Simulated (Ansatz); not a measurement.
# Geometry relaxation, with input and output: V₄N (part 1 of 2)

System: V₄N (slab, 5 atoms in the cell).
Method: DFT PBEsol, scalar-relativistic, plane waves, PAW, no spin polarisation (Ansatz 0.2.0).

The structure derives from an entry of the Crystallography Open Database. The input holds or restrains some coordinates. Forces given for the steps count only the free coordinates. It belongs to a series of runs on one base structure; here: N put at a top V site.

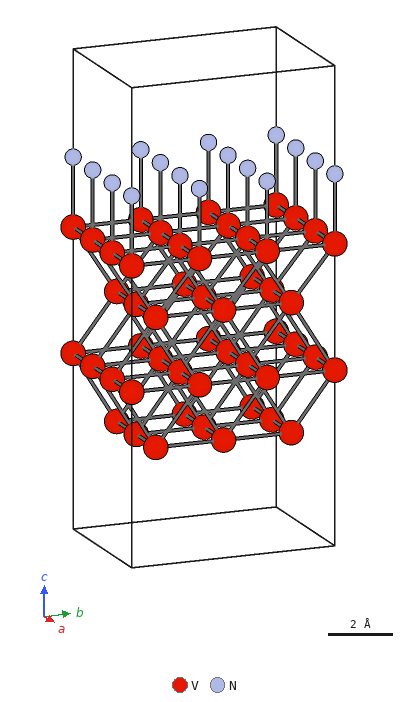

The input geometry (ball-and-stick view of the 3 × 3 repeat of the cell, with the vacuum cut short, seen slightly off an axis). An atom can appear more than once, as a periodic image. Near neighbours in the periodic cell (some may lie outside the picture): V has 6 V at 2.56 Å; V has 8 V at 2.47 to 2.56 Å; V has 1 N at 2.24 Å and 6 V at 2.47 to 2.56 Å; N has 1 V at 2.24 Å.

**Summary**

- outcome: converged under the restraints of the input
- electrons treated: 57
- free energy: −11915.7469 eV
- work function, top face: 7.96 eV
- work function, bottom face: 4.95 eV
- Fermi energy: 2.025 eV
- gap on the k-point mesh: none (metallic)
- final volume: 156.48 Å³
- work function (upper face): 7.96 eV
- largest force (length of the vector) at the end, held atoms and coordinates included: 0.332 eV/Å
- hardware: 1 thread of an Arm (aarch64) CPU, shared host
- wall time: 2.9 min
- peak memory: 0.46 GiB

The run has no spin polarisation, so a magnetic state may lie lower.

**Input**
```yaml
crystal:
  lattice:
    - [2.5624431093, 0.0, 0.0]
    - [-0.8541477031, 2.415894532, 0.0]
    - [0.0, 0.0, 25.2766781127]
  atoms:
    - { symbol: V, position: [0.5, 0.5, 0.3362783655] }
    - { symbol: V, position: [0.0, 0.0, 0.4190513481] }
    - { symbol: V, position: [0.5, 0.5, 0.5010379536] }
    - { symbol: V, position: [0.0, 0.0, 0.5791365444] }
    - { symbol: "N", position: [0.0, 0.0, 0.6677557843] }
basis:
  ecutwfc: 420
kpoints:
  mp_grid: { grid: [12, 12, 1] }
hamiltonian:
  xc: pbesol
scf:
  occupations: { method: gaussian, width: 0.1 }
output:
  forces: true
  eigenvalues: true
relax:
  adjacent_minimum: "off"
  f_tol: 0.03
  max_steps: 70
  constraints: [{ sites: [0, 1] }]
efield:
  axis: 3
  dipole_correction: true
```

**Output**
```
Engine: ansatz 0.2.0, aarch64-unknown-linux-gnu
Pseudopotentials: kind: paw
Pseudopotential: V, paw, valence charge 13, recommended cutoff 420 eV (normal), V.paw.azcp
Pseudopotential: N, paw, valence charge 5, recommended cutoff 420 eV (normal), N.paw.azcp
Functional definition: PBEsol
  exchange = pbesol_x
  correlation = pbesol_c
Crystal: 5 atoms, lattice volume = 156.478 Å³
Basis set: ecut = 420 eV, 3047 PW (Γ), exchange–correlation on 36×36×360 points (8 copies of the dense FFT grid, shifted against one another)
Bands: 35, of which v1, the nominal top of the filled ones, is band 29 counted from 1 (28 counted from 0)
Symmetry: 4 space group operations
Space group: Cmm2 (ITA 35), of the structure as read, at distance tolerance 5.4e-5 Å
k-points: 43 of 144
Non-local potential: V, projectors of the file, l = 0: 3, l = 1: 2, l = 2: 3, l = 3: 1
Non-local potential: N, projectors of the file, l = 0: 2, l = 1: 2, l = 2: 1
PAW form: soft (Blöchl's): semilocal exchange-correlation on the pseudo side does not see the compensation charge
PAW frozen core: V, regenerated for the run's functional, and the local potential with it (the file was generated under x = pbe(κ = 0.804, μ = 0.2195149727645171), c = pbe(β = 0.06672455060314922))
PAW frozen core: N, regenerated for the run's functional, and the local potential with it (the file was generated under x = pbe(κ = 0.804, μ = 0.2195149727645171), c = pbe(β = 0.06672455060314922))
PAW one-centre angular grid: V, 590 points (default); XC on 64 Gauss nodes
PAW one-centre angular grid: N, 110 points (default); XC on 64 Gauss nodes
Initial density: superposition of atomic densities (neutral atoms: chi_scale 0, normalization atom), corrected by the library's trained network
Initial wavefunctions: pseudopotential atomic-orbital guess
Functional: x = pbesol(κ = 0.804, μ = 0.12345679012345678), c = pbesol(β = 0.046)
SCF iter   1: F=—  HF=-11914.357549 eV  |F-HF|=—  |Δ(HF+E_count)|=         —  Δρ=3.28e-2  dr2=3.07e1  ethr=1.77e-3  p=-0.087 e·Å  D=-1.01e-1 V/Å  ΔV_dip=2.55 eV  dr2_dipole=1.25e1  V_vac-E_F(+/−)=7.80/5.25 eV  ⟨swp⟩=8.6  Hψ=7823  notcnv=0
efield: sawtooth ramp at fractional position 0.9520 (placed from the atoms, in the widest stretch of the axis that holds none; the zero of the levels goes with the place), width 0.1000; the density the first Hamiltonian is built on has a dipole p = -0.087 e·Å; the dipole correction subtracts the counter field D = -1.01e-1 V/Å, which shifts the + side's vacuum level by +2.55 eV against the − side's; the planar-averaged density in the ramp window peaks in size at 6.3e-5 e/Å³
preconditioner: auto → LDOS  [metal: Δε(μ)=0.016 eV  Ē_g=3.762 eV  σ=0.100 eV  W_gap=0.09  n_scr=18 (ndim 8)  ℏωp=14.8 eV  f_vac=0.541  D(μ)=7.13/eV (n_scr^D=58)  β→1.0]
SCF iter   2: F=—  HF=-11914.109839 eV  |F-HF|=—  |Δ(HF+E_count)|=   2.48e-1  Δρ=9.98e-3  dr2=5.78e-1  ethr=1.77e-3  p=-0.109 e·Å  D=-1.26e-1 V/Å  ΔV_dip=3.18 eV  dr2_dipole=1.84e-1  V_vac-E_F(+/−)=8.13/4.94 eV  ⟨swp⟩=2.6  Hψ=2466  notcnv=0  defer=38
SCF iter   3: F=—  HF=-11914.107910 eV  |F-HF|=—  |Δ(HF+E_count)|=   1.93e-3  Δρ=6.97e-3  dr2=1.44e-1  ethr=1.01e-3  p=-0.110 e·Å  D=-1.27e-1 V/Å  ΔV_dip=3.21 eV  dr2_dipole=3.31e-2  V_vac-E_F(+/−)=8.20/4.99 eV  ⟨swp⟩=2.5  Hψ=2233  notcnv=0  defer=38
SCF iter   4: F=—  HF=-11914.087710 eV  |F-HF|=—  |Δ(HF+E_count)|=   2.02e-2  Δρ=1.26e-3  dr2=5.34e-3  ethr=2.52e-4  p=-0.112 e·Å  D=-1.30e-1 V/Å  ΔV_dip=3.27 eV  dr2_dipole=9.87e-9  V_vac-E_F(+/−)=8.23/4.95 eV  ⟨swp⟩=2.6  Hψ=2477  notcnv=0  defer=41
SCF iter   5: F=—  HF=-11914.087854 eV  |F-HF|=—  |Δ(HF+E_count)|=   1.45e-4  Δρ=2.60e-4  dr2=3.62e-4  ethr=9.38e-6  p=-0.112 e·Å  D=-1.30e-1 V/Å  ΔV_dip=3.28 eV  dr2_dipole=9.57e-7  V_vac-E_F(+/−)=8.23/4.95 eV  ⟨swp⟩=2.7  Hψ=2143  notcnv=0  defer=40
SCF iter   6: F=-11914.087937 eV  HF=-11914.087949 eV  |F-HF|=1.27e-5  |Δ(HF+E_count)|=   9.50e-5  Δρ=9.86e-5  dr2=2.22e-5  ethr=3.95e-8  p=-0.112 e·Å  D=-1.30e-1 V/Å  ΔV_dip=3.28 eV  dr2_dipole=1.66e-7  V_vac-E_F(+/−)=8.23/4.95 eV  ⟨swp⟩=12.1  Hψ=8300  notcnv=0
SCF 1 converged in 6 iterations: F = -11914.087937 eV  dr2 = 2.22e-5
  greatest PAW one-centre occupation: 1.000 electrons in one spin orbital (limit 2), on the V atom at site 2 (counted from 0), in its partial waves of l = 0
relax step   1: F+E_penalty+E_count = -11914.08793671 eV  Δ(F+E_penalty+E_count) = +0.000e0 eV  max|allowed force component| = 3.974e0 eV/Å  Δτ_max = 0.0000 Å  (6 SCF iters, dr2 threshold 2.25e-5 eV, accepted)
Initial density: handed on by an earlier stage of this run
Initial wavefunctions: those handed on with the density
SCF iter   1: F=—  HF=-11915.570576 eV  |F-HF|=—  |Δ(HF+E_count)|=         —  Δρ=3.78e-2  dr2=1.41e1  ethr=3.10e-3  p=-0.112 e·Å  D=-1.30e-1 V/Å  ΔV_dip=3.28 eV  dr2_dipole=3.08e0  V_vac-E_F(+/−)=8.24/4.95 eV  ⟨swp⟩=5.1  Hψ=4360  notcnv=0  defer=15
efield: sawtooth ramp at fractional position 0.9520 (handed on by an earlier solve), width 0.1000; the density the first Hamiltonian is built on has a dipole p = -0.112 e·Å; the dipole correction subtracts the counter field D = -1.30e-1 V/Å, which shifts the + side's vacuum level by +3.28 eV against the − side's; the planar-averaged density in the ramp window peaks in size at 6.5e-6 e/Å³
preconditioner: auto → LDOS  [metal: Δε(μ)=0.022 eV  Ē_g=3.910 eV  σ=0.100 eV  W_gap=0.12  n_scr=18 (ndim 8)  ℏωp=14.8 eV  f_vac=0.546  D(μ)=6.49/eV (n_scr^D=50)  β→1.0]
SCF iter   2: F=—  HF=-11915.261911 eV  |F-HF|=—  |Δ(HF+E_count)|=   3.09e-1  Δρ=8.31e-3  dr2=1.42e-1  ethr=3.10e-3  p=-0.116 e·Å  D=-1.34e-1 V/Å  ΔV_dip=3.39 eV  dr2_dipole=1.15e-3  V_vac-E_F(+/−)=8.35/4.96 eV  ⟨swp⟩=2.0  Hψ=2406  notcnv=0  defer=33
SCF iter   3: F=—  HF=-11915.265702 eV  |F-HF|=—  |Δ(HF+E_count)|=   3.79e-3  Δρ=5.73e-3  dr2=9.20e-2  ethr=2.50e-4  p=-0.113 e·Å  D=-1.31e-1 V/Å  ΔV_dip=3.31 eV  dr2_dipole=1.42e-4  V_vac-E_F(+/−)=8.26/4.96 eV  ⟨swp⟩=3.1  Hψ=3351  notcnv=0  defer=37
SCF iter   4: F=—  HF=-11915.243018 eV  |F-HF|=—  |Δ(HF+E_count)|=   2.27e-2  Δρ=1.36e-3  dr2=6.95e-3  ethr=1.61e-4  p=-0.112 e·Å  D=-1.30e-1 V/Å  ΔV_dip=3.28 eV  dr2_dipole=3.51e-6  V_vac-E_F(+/−)=8.24/4.96 eV  ⟨swp⟩=2.1  Hψ=2446  notcnv=0  defer=40
SCF iter   5: F=—  HF=-11915.242577 eV  |F-HF|=—  |Δ(HF+E_count)|=   4.40e-4  Δρ=4.98e-4  dr2=6.97e-4  ethr=1.22e-5  p=-0.112 e·Å  D=-1.30e-1 V/Å  ΔV_dip=3.27 eV  dr2_dipole=7.70e-6  V_vac-E_F(+/−)=8.23/4.96 eV  ⟨swp⟩=2.1  Hψ=2083  notcnv=0  defer=39
SCF iter   6: F=—  HF=-11915.242576 eV  |F-HF|=—  |Δ(HF+E_count)|=   1.03e-6  Δρ=1.56e-4  dr2=6.50e-5  ethr=1.75e-7  p=-0.112 e·Å  D=-1.29e-1 V/Å  ΔV_dip=3.27 eV  dr2_dipole=2.59e-6  V_vac-E_F(+/−)=8.23/4.96 eV  ⟨swp⟩=11.0  Hψ=8187  notcnv=0
SCF iter   7: F=-11915.242572 eV  HF=-11915.242576 eV  |F-HF|=3.29e-6  |Δ(HF+E_count)|=   6.93e-7  Δρ=4.24e-5  dr2=5.56e-6  ethr=1.14e-7  p=-0.112 e·Å  D=-1.29e-1 V/Å  ΔV_dip=3.26 eV  dr2_dipole=2.62e-7  V_vac-E_F(+/−)=8.22/4.96 eV  ⟨swp⟩=6.3  Hψ=5481  notcnv=0
SCF 2 converged in 7 iterations: F = -11915.242572 eV  dr2 = 5.56e-6
  greatest PAW one-centre occupation: 1.000 electrons in one spin orbital (limit 2), on the V atom at site 3 (counted from 0), in its partial waves of l = 0
relax step   2: F+E_penalty+E_count = -11915.24257223 eV  Δ(F+E_penalty+E_count) = -1.155e0 eV  max|allowed force component| = 3.354e0 eV/Å  Δτ_max = 0.1951 Å  (7 SCF iters, dr2 threshold 1.00e-4 eV, accepted)
SCF iter   1: F=—  HF=-11917.028829 eV  |F-HF|=—  |Δ(HF+E_count)|=         —  Δρ=6.26e-2  dr2=4.00e1  ethr=3.10e-3  p=-0.112 e·Å  D=-1.29e-1 V/Å  ΔV_dip=3.26 eV  dr2_dipole=9.55e0  V_vac-E_F(+/−)=8.27/5.01 eV  ⟨swp⟩=5.8  Hψ=5540  notcnv=0  defer=22
efield: sawtooth ramp at fractional position 0.9520 (handed on by an earlier solve), width 0.1000; the density the first Hamiltonian is built on has a dipole p = -0.112 e·Å; the dipole correction subtracts the counter field D = -1.29e-1 V/Å, which shifts the + side's vacuum level by +3.26 eV against the − side's; the planar-averaged density in the ramp window peaks in size at 4.2e-6 e/Å³
preconditioner: auto → LDOS  [metal: Δε(μ)=0.012 eV  Ē_g=4.376 eV  σ=0.100 eV  W_gap=0.06  n_scr=18 (ndim 8)  ℏωp=14.8 eV  f_vac=0.553  D(μ)=5.65/eV (n_scr^D=20)  β→1.0]
SCF iter   2: F=—  HF=-11921.558038 eV  |F-HF|=—  |Δ(HF+E_count)|=    4.53e0  Δρ=1.28e-1  dr2=2.86e2  ethr=3.10e-3  p=-0.182 e·Å  D=-2.10e-1 V/Å  ΔV_dip=5.31 eV  dr2_dipole=1.20e2  V_vac-E_F(+/−)=9.66/4.35 eV  ⟨swp⟩=4.0  Hψ=3618  notcnv=0  defer=41  recentre
SCF iter   3: F=—  HF=-11916.142569 eV  |F-HF|=—  |Δ(HF+E_count)|=    5.42e0  Δρ=3.84e-2  dr2=2.73e1  ethr=3.10e-3  p=-0.079 e·Å  D=-9.16e-2 V/Å  ΔV_dip=2.32 eV  dr2_dipole=1.20e1  V_vac-E_F(+/−)=7.45/5.14 eV  ⟨swp⟩=2.9  Hψ=3421  notcnv=0  defer=59
SCF iter   4: F=—  HF=-11915.654368 eV  |F-HF|=—  |Δ(HF+E_count)|=   4.88e-1  Δρ=1.58e-2  dr2=5.71e0  ethr=3.10e-3  p=-0.082 e·Å  D=-9.45e-2 V/Å  ΔV_dip=2.39 eV  dr2_dipole=2.61e0  V_vac-E_F(+/−)=7.41/5.02 eV  ⟨swp⟩=2.1  Hψ=2195  notcnv=0  defer=30
SCF iter   5: F=—  HF=-11915.587574 eV  |F-HF|=—  |Δ(HF+E_count)|=   6.68e-2  Δρ=7.95e-3  dr2=2.08e-1  ethr=3.10e-3  p=-0.098 e·Å  D=-1.14e-1 V/Å  ΔV_dip=2.88 eV  dr2_dipole=6.08e-2  V_vac-E_F(+/−)=7.79/4.92 eV  ⟨swp⟩=1.6  Hψ=1666  notcnv=0  defer=28
SCF iter   6: F=—  HF=-11915.579585 eV  |F-HF|=—  |Δ(HF+E_count)|=   7.99e-3  Δρ=4.88e-3  dr2=3.24e-1  ethr=3.64e-4  p=-0.100 e·Å  D=-1.16e-1 V/Å  ΔV_dip=2.92 eV  dr2_dipole=1.26e-1  V_vac-E_F(+/−)=7.86/4.93 eV  ⟨swp⟩=2.1  Hψ=2326  notcnv=0  defer=34
SCF iter   7: F=—  HF=-11915.575379 eV  |F-HF|=—  |Δ(HF+E_count)|=   4.21e-3  Δρ=2.37e-3  dr2=7.00e-2  ethr=3.64e-4  p=-0.100 e·Å  D=-1.15e-1 V/Å  ΔV_dip=2.92 eV  dr2_dipole=2.74e-2  V_vac-E_F(+/−)=7.85/4.93 eV  ⟨swp⟩=1.2  Hψ=1584  notcnv=0  defer=34
SCF iter   8: F=—  HF=-11915.574382 eV  |F-HF|=—  |Δ(HF+E_count)|=   9.96e-4  Δρ=9.25e-4  dr2=6.22e-3  ethr=1.23e-4  p=-0.101 e·Å  D=-1.16e-1 V/Å  ΔV_dip=2.94 eV  dr2_dipole=2.17e-3  V_vac-E_F(+/−)=7.86/4.92 eV  ⟨swp⟩=1.3  Hψ=1586  notcnv=0  defer=34
SCF iter   9: F=—  HF=-11915.574094 eV  |F-HF|=—  |Δ(HF+E_count)|=   2.88e-4  Δρ=1.34e-4  dr2=3.13e-4  ethr=1.09e-5  p=-0.100 e·Å  D=-1.16e-1 V/Å  ΔV_dip=2.94 eV  dr2_dipole=1.37e-4  V_vac-E_F(+/−)=7.86/4.93 eV  ⟨swp⟩=2.0  Hψ=1958  notcnv=0  defer=34
SCF iter  10: F=-11915.574085 eV  HF=-11915.574093 eV  |F-HF|=7.58e-6  |Δ(HF+E_count)|=   1.18e-6  Δρ=2.39e-5  dr2=5.92e-6  ethr=1.75e-7  p=-0.101 e·Å  D=-1.16e-1 V/Å  ΔV_dip=2.94 eV  dr2_dipole=2.21e-6  V_vac-E_F(+/−)=7.87/4.92 eV  ⟨swp⟩=11.6  Hψ=7531  notcnv=0
SCF 3 converged in 10 iterations: F = -11915.574085 eV  dr2 = 5.92e-6
  greatest PAW one-centre occupation: 1.000 electrons in one spin orbital (limit 2), on the V atom at site 1 (counted from 0), in its partial waves of l = 0
relax step   3: F+E_penalty+E_count = -11915.57408523 eV  Δ(F+E_penalty+E_count) = -3.315e-1 eV  max|allowed force component| = 3.060e0 eV/Å  Δτ_max = 0.1949 Å  (10 SCF iters, dr2 threshold 1.00e-4 eV, accepted)
```
